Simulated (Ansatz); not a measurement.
# Two runs on W

System: W (R3m, 8 atoms in the cell).
Method of run A: DFT r2SCAN, scalar-relativistic, plane waves, PAW, no spin polarisation (Ansatz 0.2.0).

The structure derives from an entry of the Crystallography Open Database. Text and figures count atoms from 1; the logs count them from 0 in places.

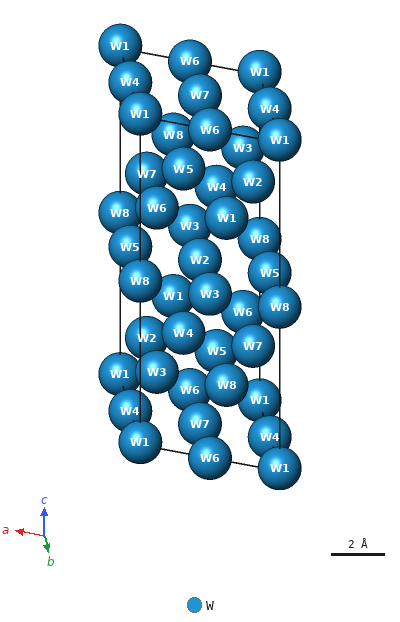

The input geometry (spheres-only view of the cell 3 times as large as that of the calculation, set on its symmetry axes, seen at an oblique angle; atoms are numbered from 1 in the order of the input). An atom can appear more than once, as a periodic image.

**Input, run A**
```yaml
crystal:
  lattice:
    - [0.0, 4.06, 4.06]
    - [4.06, 0.0, 4.06]
    - [4.06, 4.06, 0.0]
  atoms:
    - { symbol: W, position: [-0.00853227, -0.00853227, -0.00853227] }
    - { symbol: W, position: [0.0, 0.0, 0.5] }
    - { symbol: W, position: [0.0, 0.5, 0.0] }
    - { symbol: W, position: [0.0, 0.5, 0.5] }
    - { symbol: W, position: [0.5, 0.0, 0.0] }
    - { symbol: W, position: [0.5, 0.0, 0.5] }
    - { symbol: W, position: [0.5, 0.5, 0.0] }
    - { symbol: W, position: [0.5, 0.5, 0.5] }
basis:
  ecutwfc: 500
kpoints:
  mp_grid: { grid: [10, 10, 10] }
hamiltonian:
  xc: r2scan
scf:
  occupations: { method: gaussian, width: 0.15 }
output:
  forces: true
  stress: true
  eigenvalues: true
  write_density: true
  write_potential: true
  elf: true
  volumetric_format: npy
```

Command:
```bash
ansatz run input.yaml --threads 2 --pin off --max-ram 5120MiB --backend cpu --events-out ev --progress --plain --runs-dir out
```

Hardware: 2 threads of AMD EPYC (Zen 3), 16 GiB of memory available, shared host.

**Output, shortened to warnings, some set-up lines, iterations and results (run A)**
```
Basis set: ecut = 500 eV, 3479 PW (Γ), exchange–correlation on 180×180×180 points (64 copies of the dense FFT grid, shifted against one another)
Symmetry: 6 space group operations
k-points: 116 of 1000 (time reversal used)
Initial density: superposition of atomic densities (neutral atoms: chi_scale 0, normalization atom), corrected by the library's trained network
[...]
SCF iter   1: F=—  HF=-83173.686919 eV  |F-HF|=—  |Δ(HF+E_count)|=         —  Δρ=6.08e-3  dr2=2.42e-2  dr2_τ=3.21e-1  ethr=1.77e-3  ⟨swp⟩=4.6  Hψ=29161  notcnv=0
SCF iter   2: F=—  HF=-83173.772626 eV  |F-HF|=—  |Δ(HF+E_count)|=   8.57e-2  Δρ=3.75e-3  dr2=7.70e-3  dr2_τ=1.00e-3  ethr=2.16e-5  ⟨swp⟩=2.4  Hψ=14244  notcnv=0
SCF iter   3: F=—  HF=-83173.775631 eV  |F-HF|=—  |Δ(HF+E_count)|=   3.01e-3  Δρ=4.74e-4  dr2=2.94e-4  dr2_τ=7.97e-5  ethr=6.88e-6  ⟨swp⟩=2.6  Hψ=13098  notcnv=0
SCF iter   4: F=—  HF=-83173.775708 eV  |F-HF|=—  |Δ(HF+E_count)|=   7.74e-5  Δρ=2.24e-4  dr2=1.10e-4  dr2_τ=2.18e-5  ethr=2.63e-7  ⟨swp⟩=2.0  Hψ=10406  notcnv=0
SCF iter   5: F=—  HF=-83173.775707 eV  |F-HF|=—  |Δ(HF+E_count)|=   1.29e-6  Δρ=8.41e-5  dr2=6.98e-6  dr2_τ=9.99e-7  ethr=9.78e-8  ⟨swp⟩=2.0  Hψ=9812  notcnv=0
SCF iter   6: F=—  HF=-83173.775884 eV  |F-HF|=—  |Δ(HF+E_count)|=   1.77e-4  Δρ=2.46e-5  dr2=6.09e-7  dr2_τ=3.22e-8  ethr=6.23e-9  ⟨swp⟩=2.0  Hψ=10349  notcnv=0
SCF iter   7: F=-83173.775884 eV  HF=-83173.775884 eV  |F-HF|=1.91e-8  |Δ(HF+E_count)|=   1.60e-7  Δρ=5.12e-6  dr2=4.01e-8  dr2_τ=3.95e-9  ethr=8.93e-11  ⟨swp⟩=14.7  Hψ=53864 …
SCF 1 converged in 7 iterations: F = -83173.775884 eV  dr2 = 4.01e-8
SCF converged after 7 iterations
Free energy (F): -83173.775884 eV
Harris-Foulkes:  -83173.775884 eV  (|F-HF|=1.91e-8)
Internal energy: -83173.657361 eV  (E = F + TS)
E sigma→0 (E₀):  -83173.716623 eV
Entropy (-TS):   -0.118523 eV (-14.815 meV/atom)
Fermi energy:    20.679766 eV
--- Per-component energies (eV) ---
  E_band       = -903.899275
  E_kinetic    = 3589.994283
  E_local      = -5113.518913  (includes V_loc(G=0)·N_el)
  E_nonlocal   = 10.357956
  E_hartree    = 1817.858967
  E_xc         = -1985.148100
  E_vxc        = -2069.547339  (∫ρ·V_xc dr)
  E_paw        = -68744.187153  (= ΣΔE_a)
  E_vpaw       = -1064.124123  (= ΣTr[D̂ρ^β])
  E_aug_tail   = -0.000334  (compensation charges beyond the density's cutoff)
  E_vtau       = 107.216150  (kinetic-family band-sum trace: ∫τ·v_τ [+ j·A + Jᵃ·Aᵃ] dr)
  E_ewald      = -12744.310478
  E_core_change = -4.703590  (= ΣΔE_core)
  E_smearing   = -0.118523  (= −TS)
  E_closure    = 0.000000  (closes the sum)
  Σ components = -83173.775884   (vs F -83173.775884, Δ=0.00e0)
--- Forces (eV/Å), atoms counted from 1 ---
  atom   1  W      0.64437320     0.64437320     0.64437320
  atom   2  W     -0.61030197    -0.61030197     0.15603266
  atom   3  W     -0.61030197     0.15603266    -0.61030197
  atom   4  W      0.15025302     0.15043597     0.15043597
  atom   5  W      0.15603266    -0.61030197    -0.61030197
  atom   6  W      0.15043597     0.15025302     0.15043597
  atom   7  W      0.15043597     0.15043597     0.15025302
  atom   8  W     -0.03091013    -0.03091013    -0.03091013
  max |Σ_I F_I| component: 1.68e-5 eV/Å
--- Stress (GPa, compression-positive) ---
       -8.456680      -0.579193      -0.579193
       -0.579193      -8.456680      -0.579193
       -0.579193      -0.579193      -8.456680
  P = ⅓ Tr σ = -8.4567 GPa (-84.567 kbar)
```

The input of run B differs as follows (lines with − go, lines with + come):
```diff
-    - { symbol: W, position: [-0.00853227, -0.00853227, -0.00853227] }
+    - { symbol: W, position: [-0.01422045, -0.01422045, -0.01422045] }
```

How does run B compare with run A?

With the same functional and potentials, run B lies 13.8 meV per atom higher. The pressure goes from −8.46 to −7.79 GPa. The largest force goes from 1.116 to 1.587 eV/Å. The number of SCF iterations is the same.

**Output, shortened to warnings, some set-up lines, iterations and results (run B)**
```
Basis set: ecut = 500 eV, 3479 PW (Γ), exchange–correlation on 180×180×180 points (64 copies of the dense FFT grid, shifted against one another)
Symmetry: 6 space group operations
k-points: 116 of 1000 (time reversal used)
Initial density: superposition of atomic densities (neutral atoms: chi_scale 0, normalization atom), corrected by the library's trained network
[...]
SCF iter   1: F=—  HF=-83173.574134 eV  |F-HF|=—  |Δ(HF+E_count)|=         —  Δρ=6.51e-3  dr2=3.04e-2  dr2_τ=3.25e-1  ethr=1.77e-3  ⟨swp⟩=4.6  Hψ=29263  notcnv=0
SCF iter   2: F=—  HF=-83173.662306 eV  |F-HF|=—  |Δ(HF+E_count)|=   8.82e-2  Δρ=4.03e-3  dr2=9.49e-3  dr2_τ=1.14e-3  ethr=2.72e-5  ⟨swp⟩=2.0  Hψ=11918  notcnv=0
SCF iter   3: F=—  HF=-83173.665628 eV  |F-HF|=—  |Δ(HF+E_count)|=   3.32e-3  Δρ=7.89e-4  dr2=1.44e-3  dr2_τ=3.30e-4  ethr=8.47e-6  ⟨swp⟩=2.1  Hψ=10825  notcnv=0
SCF iter   4: F=—  HF=-83173.665644 eV  |F-HF|=—  |Δ(HF+E_count)|=   1.61e-5  Δρ=2.87e-4  dr2=1.10e-4  dr2_τ=2.18e-5  ethr=1.28e-6  ⟨swp⟩=2.0  Hψ=10134  notcnv=0
SCF iter   5: F=—  HF=-83173.665661 eV  |F-HF|=—  |Δ(HF+E_count)|=   1.61e-5  Δρ=1.00e-4  dr2=1.06e-5  dr2_τ=1.05e-6  ethr=9.82e-8  ⟨swp⟩=2.0  Hψ=10236  notcnv=0
SCF iter   6: F=—  HF=-83173.665840 eV  |F-HF|=—  |Δ(HF+E_count)|=   1.79e-4  Δρ=2.32e-5  dr2=5.08e-7  dr2_τ=5.42e-8  ethr=9.49e-9  ⟨swp⟩=2.0  Hψ=10390  notcnv=0
SCF iter   7: F=-83173.665840 eV  HF=-83173.665840 eV  |F-HF|=3.68e-8  |Δ(HF+E_count)|=   9.95e-8  Δρ=5.14e-6  dr2=5.46e-8  dr2_τ=7.33e-9  ethr=8.93e-11  ⟨swp⟩=14.9  Hψ=54279 …
SCF 1 converged in 7 iterations: F = -83173.665840 eV  dr2 = 5.46e-8
SCF converged after 7 iterations
Free energy (F): -83173.665840 eV
Harris-Foulkes:  -83173.665840 eV  (|F-HF|=3.68e-8)
Internal energy: -83173.554960 eV  (E = F + TS)
E sigma→0 (E₀):  -83173.610400 eV
Entropy (-TS):   -0.110880 eV (-13.860 meV/atom)
Fermi energy:    20.687215 eV
--- Per-component energies (eV) ---
  E_band       = -903.760056
  E_kinetic    = 3590.879000
  E_local      = -5130.315568  (includes V_loc(G=0)·N_el)
  E_nonlocal   = 10.745491
  E_hartree    = 1825.916257
  E_xc         = -1985.349480
  E_vxc        = -2069.859806  (∫ρ·V_xc dr)
  E_paw        = -68744.347135  (= ΣΔE_a)
  E_vpaw       = -1064.297957  (= ΣTr[D̂ρ^β])
  E_aug_tail   = -0.000336  (compensation charges beyond the density's cutoff)
  E_vtau       = 107.251856  (kinetic-family band-sum trace: ∫τ·v_τ [+ j·A + Jᵃ·Aᵃ] dr)
  E_ewald      = -12736.379599
  E_core_change = -4.703590  (= ΣΔE_core)
  E_smearing   = -0.110880  (= −TS)
  E_closure    = 0.000000  (closes the sum)
  Σ components = -83173.665840   (vs F -83173.665840, Δ=0.00e0)
--- Forces (eV/Å), atoms counted from 1 ---
  atom   1  W      0.91651424     0.91651424     0.91651424
  atom   2  W     -0.95574874    -0.95574874     0.29193132
  atom   3  W     -0.95574874     0.29193132    -0.95574874
  atom   4  W      0.26221404     0.24419948     0.24419948
  atom   5  W      0.29193132    -0.95574874    -0.95574874
  atom   6  W      0.24419948     0.26221404     0.24419948
  atom   7  W      0.24419948     0.24419948     0.26221404
  atom   8  W     -0.04753799    -0.04753799    -0.04753799
  max |Σ_I F_I| component: 2.31e-5 eV/Å
--- Stress (GPa, compression-positive) ---
       -7.792927      -1.480996      -1.480996
       -1.480996      -7.792927      -1.480996
       -1.480996      -1.480996      -7.792927
  P = ⅓ Tr σ = -7.7929 GPa (-77.929 kbar)
```

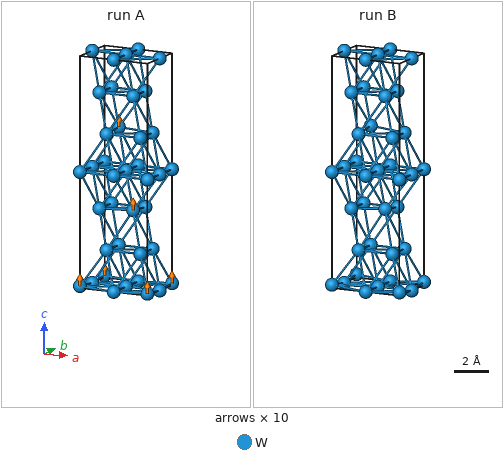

The two input geometries at one scale (ball-and-stick view of the cell 3 times as large as that of the calculation, set on its symmetry axes, seen slightly off an axis). The orange arrows on the first give the shifts of the atoms relative to the cell, magnified 10 times. A W atom moves most: 0.080 Å. The cell doesn't change. Among the contacts that change: W–W 2.970 → 3.036 Å, W–W 2.774 → 2.710 Å, W–W 2.873 → 2.878 Å.

**The two runs side by side**

| quantity | run A | run B |
| --- | --- | --- |
| outcome | converged | converged |
| free energy per atom (eV) | −10396.7220 | −10396.7082 |
| energy per atom, smearing taken to zero (eV) | −10396.7146 | −10396.7013 |
| gap on the mesh (eV) | 0.00 | 0.00 |
| pressure (GPa) | −8.46 | −7.79 |
| largest force (eV/Å) | 1.116 | 1.587 |
| SCF iterations | 7 | 7 |
| irreducible k-points | 116 | 116 |
| plane waves at Γ | 3479 | 3479 |
| wall time (shared host) | 1.7 min | 1.8 min |

For both runs: Spin–orbit coupling is left out, which matters for W. For run A: The cell is under a tension of 8.5 GPa at this level, so it is not at its equilibrium volume. For run B: The cell is under a tension of 7.8 GPa at this level, so it is not at its equilibrium volume.
